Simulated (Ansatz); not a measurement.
Ti3Al: density-of-states calculation (part 2 of 2)

Ti3Al (P1, 24 atoms in the cell); DFT PBE, scalar-relativistic, plane waves, PAW, no spin polarisation (Ansatz 0.2.0); cutoff 420 eV, 5×5×5 k-mesh, Gaussian smearing of 0.1 eV. The structure was made by swapping elements on the sites of another compound; it need not be a known phase. It belongs to a series of runs on one base structure; here: 2 Al and 2 Ti atoms exchanged at random in the cell repeated 3 times, relaxed.

Geometry of the input (Å; fractional positions):
```
-5.8057  -0.0794  -4.6590
2.9414  5.0059  -4.6217
2.8471  -5.0012  -4.6751
Ti 0.0745  0.9188  0.7535
Ti 0.7439  0.5946  0.4138
Ti 0.4174  0.2402  0.0909
Ti 0.2607  0.9044  0.0880
Ti 0.9271  0.5811  0.7481
Ti 0.5892  0.2518  0.4177
Ti 0.2462  0.0802  0.4210
Al 0.9158  0.7517  0.0844
Ti 0.5868  0.4165  0.7539
Ti 0.5913  0.7441  0.9158
Al 0.2486  0.4143  0.5860
Ti 0.9249  0.0869  0.2467
Ti 0.4027  0.7568  0.5907
Ti 0.0771  0.4276  0.2478
Ti 0.7480  0.0887  0.9121
Ti 0.4194  0.5709  0.2542
Ti 0.0903  0.2452  0.9085
Ti 0.7414  0.9233  0.5806
Ti 0.5823  0.9175  0.2523
Al 0.2522  0.5794  0.9190
Al 0.9179  0.2543  0.5803
Al 0.0797  0.7547  0.4174
Ti 0.7480  0.4150  0.0866
Al 0.4139  0.0787  0.7550
```

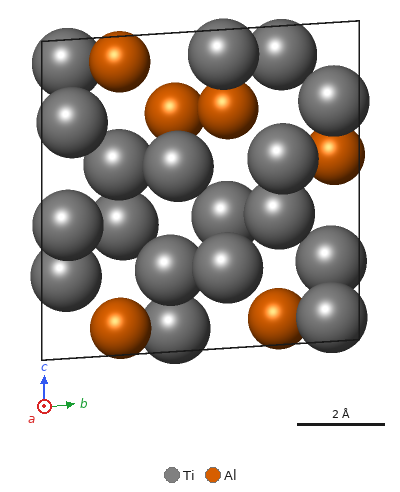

**Figure 1.** The structure as given in the input (spheres-only view of the cell of the calculation, set on other vectors, along the a axis).

Output, continued:
```
--- Stress (GPa, compression-positive) ---
        0.148044       0.021726       0.128269
        0.021726       0.081841       0.023565
        0.128269       0.023565      -0.275626
  P = ⅓ Tr σ = -0.0152 GPa (-0.152 kbar)
--- Band table (eV; the first three rows and the last of 63) ---
  k-point 0: bands = ["-44.6230", "-44.5812", "-44.5608", "-44.5496", "-44.5398", "-44.5342", "-44.5319", "-44.5231", "-44.5168", "-44.5097", "-44.5016", "-44.4971", "-44.4889", "-44.4883", "-44.4822", "-44.4702", "-44.4643", "-44.4381", "-21.1536", "-21.0792", "-21.0716", "-21.0642", "-21.0469", "-21.0231", "-21.0064", "-21.0025", "-20.9948", "-20.9835", "-20.9722", "-20.9661", "-20.9502", "-20.9474", "-20.9327", "-20.9265", "-20.9216", "-20.9109", "-20.8904", "-20.8771", "-20.8691", "-20.8496", "-20.8392", "-20.8329", "-20.8012", "-20.7903", "-20.7864", "-20.7757", "-20.7661", "-20.7573", "-20.7504", "-20.7424", "-20.7317", "-20.7148", "-20.7084", "-20.6936", "-20.6818", "-20.6700", "-20.6665", "-20.6516", "-20.6467", "-20.6454", "-20.6260", "-20.6185", "-20.6086", "-20.5996", "-20.5929", "-20.5832", "-20.5774", "-20.5570", "-20.5528", "-20.5423", "-20.5142", "-20.5038", "4.1106", "5.8803", "6.3875", "6.5618", "6.8550", "7.7828", "7.9201", "8.1759", "8.6209", "8.8120", "8.8861", "9.2293", "9.4471", "9.6329", "9.7457", "9.8014", "9.9283", "9.9655", "10.0392", "10.1581", "10.2580", "10.2634", "10.4723", "10.5427", "10.6940", "10.7012", "10.7775", "10.8104", "10.8610", "10.9130", "11.0241", "11.2242", "11.2601", "11.3202", "11.3956", "11.4251", "11.5099", "11.5347", "11.5924", "11.6244", "11.7003", "11.8047", "11.8865", "11.9043", "12.0067", "12.0438", "12.1896", "12.2370", "12.2523", "12.3000", "12.3919", "12.5028", "12.5336", "12.6289", "12.7058", "12.7513", "12.8140"]
  k-point 1: bands = ["-44.6196", "-44.5852", "-44.5607", "-44.5512", "-44.5393", "-44.5356", "-44.5315", "-44.5219", "-44.5173", "-44.5092", "-44.5019", "-44.4966", "-44.4896", "-44.4880", "-44.4811", "-44.4694", "-44.4645", "-44.4383", "-21.1446", "-21.0858", "-21.0758", "-21.0666", "-21.0451", "-21.0302", "-21.0137", "-21.0036", "-20.9995", "-20.9873", "-20.9750", "-20.9679", "-20.9542", "-20.9425", "-20.9287", "-20.9214", "-20.9130", "-20.9057", "-20.8863", "-20.8781", "-20.8652", "-20.8522", "-20.8423", "-20.8257", "-20.8084", "-20.7959", "-20.7838", "-20.7793", "-20.7641", "-20.7543", "-20.7419", "-20.7375", "-20.7288", "-20.7123", "-20.7068", "-20.6916", "-20.6814", "-20.6682", "-20.6653", "-20.6542", "-20.6468", "-20.6371", "-20.6253", "-20.6200", "-20.6123", "-20.6044", "-20.5905", "-20.5828", "-20.5800", "-20.5588", "-20.5539", "-20.5441", "-20.5220", "-20.5065", "4.2131", "5.6135", "6.4494", "6.5994", "6.8891", "7.6457", "7.9421", "8.2713", "8.5549", "8.7420", "9.0013", "9.2932", "9.4762", "9.5690", "9.6998", "9.7715", "9.8734", "10.0037", "10.0751", "10.2077", "10.2945", "10.3508", "10.4400", "10.5199", "10.6693", "10.7032", "10.7405", "10.8268", "10.8997", "10.9308", "11.0947", "11.1934", "11.2152", "11.2857", "11.3112", "11.4133", "11.5277", "11.5659", "11.6070", "11.6625", "11.7205", "11.8299", "11.8703", "11.9205", "12.0151", "12.0512", "12.1447", "12.2097", "12.3362", "12.3788", "12.4458", "12.4870", "12.5831", "12.6289", "12.7076", "12.7579", "12.8270"]
  k-point 2: bands = ["-44.6105", "-44.5959", "-44.5601", "-44.5524", "-44.5386", "-44.5371", "-44.5309", "-44.5215", "-44.5183", "-44.5091", "-44.5024", "-44.4955", "-44.4899", "-44.4872", "-44.4793", "-44.4689", "-44.4646", "-44.4386", "-21.1236", "-21.0973", "-21.0773", "-21.0719", "-21.0539", "-21.0399", "-21.0276", "-21.0146", "-21.0046", "-20.9921", "-20.9749", "-20.9629", "-20.9424", "-20.9369", "-20.9279", "-20.9095", "-20.9053", "-20.9007", "-20.8897", "-20.8723", "-20.8669", "-20.8590", "-20.8395", "-20.8195", "-20.8094", "-20.8026", "-20.7914", "-20.7851", "-20.7677", "-20.7461", "-20.7383", "-20.7314", "-20.7151", "-20.7069", "-20.6987", "-20.6891", "-20.6726", "-20.6664", "-20.6552", "-20.6534", "-20.6473", "-20.6340", "-20.6291", "-20.6199", "-20.6134", "-20.6057", "-20.5930", "-20.5861", "-20.5817", "-20.5763", "-20.5595", "-20.5459", "-20.5236", "-20.5133", "4.4779", "5.1429", "6.5440", "6.6762", "7.0133", "7.3431", "7.8545", "8.3090", "8.5949", "8.8674", "9.1025", "9.1960", "9.4408", "9.5610", "9.7722", "9.8385", "9.8774", "9.9663", "10.1104", "10.1903", "10.2299", "10.3900", "10.4258", "10.5502", "10.6054", "10.7018", "10.7777", "10.8801", "10.9328", "10.9770", "11.0540", "11.1513", "11.1909", "11.2771", "11.3650", "11.4141", "11.4637", "11.5930", "11.6326", "11.6758", "11.7592", "11.7937", "11.8474", "11.9500", "12.0640", "12.1187", "12.1567", "12.2322", "12.3528", "12.3973", "12.4769", "12.5601", "12.6110", "12.6528", "12.7362", "12.7668", "12.8193"]
  k-point 62: bands = ["-44.6106", "-44.5816", "-44.5722", "-44.5541", "-44.5454", "-44.5400", "-44.5316", "-44.5216", "-44.5134", "-44.5058", "-44.5014", "-44.4962", "-44.4907", "-44.4859", "-44.4812", "-44.4675", "-44.4629", "-44.4389", "-21.1205", "-21.0960", "-21.0860", "-21.0714", "-21.0553", "-21.0471", "-21.0352", "-21.0222", "-21.0042", "-20.9856", "-20.9740", "-20.9688", "-20.9628", "-20.9467", "-20.9395", "-20.9154", "-20.9045", "-20.8867", "-20.8773", "-20.8652", "-20.8531", "-20.8350", "-20.8298", "-20.8190", "-20.8111", "-20.7888", "-20.7847", "-20.7665", "-20.7617", "-20.7550", "-20.7325", "-20.7274", "-20.7148", "-20.7086", "-20.6994", "-20.6914", "-20.6815", "-20.6694", "-20.6641", "-20.6565", "-20.6516", "-20.6380", "-20.6313", "-20.6179", "-20.6091", "-20.6044", "-20.5984", "-20.5900", "-20.5811", "-20.5710", "-20.5622", "-20.5557", "-20.5234", "-20.5196", "4.5822", "5.4554", "5.9677", "6.5048", "6.8213", "7.3921", "8.1830", "8.2425", "8.7142", "8.8123", "9.0823", "9.2230", "9.4026", "9.5172", "9.7137", "9.8116", "9.9548", "10.0181", "10.1248", "10.2264", "10.3284", "10.3892", "10.5133", "10.5610", "10.6995", "10.7494", "10.8411", "10.8992", "10.9473", "10.9982", "11.0200", "11.1173", "11.2007", "11.2683", "11.3274", "11.4067", "11.4286", "11.5290", "11.6243", "11.6523", "11.7190", "11.7778", "11.8744", "11.9843", "12.0264", "12.1331", "12.1990", "12.3119", "12.4160", "12.4594", "12.5042", "12.5596", "12.6602", "12.6797", "12.7239", "12.7685", "12.8101"]
--- Löwdin populations: 24 sites ---
  site symbol       q [e]
     0     Ti     11.6007
     1     Ti     11.6854
     2     Ti     11.7104
     3     Ti     11.6441
     4     Ti     11.6170
     5     Ti     11.6948
     6     Ti     11.6456
     7     Al      3.6459
     8     Ti     11.6513
     9     Ti     11.6827
    10     Al      3.4838
    11     Ti     11.6779
    12     Ti     11.6324
    13     Ti     11.6238
    14     Ti     11.6933
    15     Ti     11.6792
    16     Ti     11.6546
    17     Ti     11.6778
    18     Ti     11.7347
    19     Al      3.6649
    20     Al      3.7251
    21     Al      3.6679
    22     Ti     11.7131
    23     Al      3.7626
  spilling = 0.008681 (of n_electrons = 234.000000)
```

File populations.tsv:
```
# site	symbol	l	j	q
# orbitals = lowdin
# n_electrons = 234.000000
# spilling = 0.008681
0	Ti	0_3S	-	1.894039
0	Ti	0_4S	-	0.716987
0	Ti	1_3P	-	5.985617
0	Ti	2_3D	-	3.004024
1	Ti	0_3S	-	1.905358
1	Ti	0_4S	-	0.796634
1	Ti	1_3P	-	5.986799
1	Ti	2_3D	-	2.996565
2	Ti	0_3S	-	1.909536
2	Ti	0_4S	-	0.825046
2	Ti	1_3P	-	5.987088
2	Ti	2_3D	-	2.988761
3	Ti	0_3S	-	1.897613
3	Ti	0_4S	-	0.744819
3	Ti	1_3P	-	5.986763
3	Ti	2_3D	-	3.014860
4	Ti	0_3S	-	1.894068
4	Ti	0_4S	-	0.711715
4	Ti	1_3P	-	5.986473
4	Ti	2_3D	-	3.024781
5	Ti	0_3S	-	1.903582
5	Ti	0_4S	-	0.785564
5	Ti	1_3P	-	5.986216
5	Ti	2_3D	-	3.019390
6	Ti	0_3S	-	1.896897
6	Ti	0_4S	-	0.742441
6	Ti	1_3P	-	5.986047
6	Ti	2_3D	-	3.020235
7	Al	0_3S	-	1.036592
7	Al	1_3P	-	2.609275
8	Ti	0_3S	-	1.901210
8	Ti	0_4S	-	0.760999
8	Ti	1_3P	-	5.986421
8	Ti	2_3D	-	3.002719
9	Ti	0_3S	-	1.902562
9	Ti	0_4S	-	0.768207
9	Ti	1_3P	-	5.985950
9	Ti	2_3D	-	3.025944
10	Al	0_3S	-	0.997373
10	Al	1_3P	-	2.486427
11	Ti	0_3S	-	1.904105
11	Ti	0_4S	-	0.770242
11	Ti	1_3P	-	5.986559
11	Ti	2_3D	-	3.016998
12	Ti	0_3S	-	1.896100
12	Ti	0_4S	-	0.730744
12	Ti	1_3P	-	5.986236
12	Ti	2_3D	-	3.019271
13	Ti	0_3S	-	1.894990
13	Ti	0_4S	-	0.720176
13	Ti	1_3P	-	5.986490
13	Ti	2_3D	-	3.022145
14	Ti	0_3S	-	1.903612
14	Ti	0_4S	-	0.779753
14	Ti	1_3P	-	5.986290
14	Ti	2_3D	-	3.023635
15	Ti	0_3S	-	1.904054
15	Ti	0_4S	-	0.791934
15	Ti	1_3P	-	5.986485
15	Ti	2_3D	-	2.996695
16	Ti	0_3S	-	1.898312
16	Ti	0_4S	-	0.768049
16	Ti	1_3P	-	5.986421
16	Ti	2_3D	-	3.001815
17	Ti	0_3S	-	1.903024
17	Ti	0_4S	-	0.794067
17	Ti	1_3P	-	5.986515
17	Ti	2_3D	-	2.994199
18	Ti	0_3S	-	1.911679
18	Ti	0_4S	-	0.879776
18	Ti	1_3P	-	5.986938
18	Ti	2_3D	-	2.956336
19	Al	0_3S	-	1.049249
19	Al	1_3P	-	2.615660
20	Al	0_3S	-	1.053913
20	Al	1_3P	-	2.671158
21	Al	0_3S	-	1.044328
21	Al	1_3P	-	2.623569
22	Ti	0_3S	-	1.911025
22	Ti	0_4S	-	0.860679
22	Ti	1_3P	-	5.987046
22	Ti	2_3D	-	2.954302
23	Al	0_3S	-	1.076018
23	Al	1_3P	-	2.686552
```

Results in brief:

- outcome: converged
- space group (tolerance 0.01 Å): P1 (1)
- electrons treated: 234
- free energy: −48224.0002 eV
- Fermi energy: 12.075 eV
- gap on the k-point mesh: none (metallic)
- pressure: −0.02 GPa
- largest force (length of the vector): 0.127 eV/Å
- hardware: 4 threads of Arm Neoverse V1, 24 GiB of memory available, shared host
- wall time: 4.1 min (CPU time 16 min)
- peak memory: 3 GiB
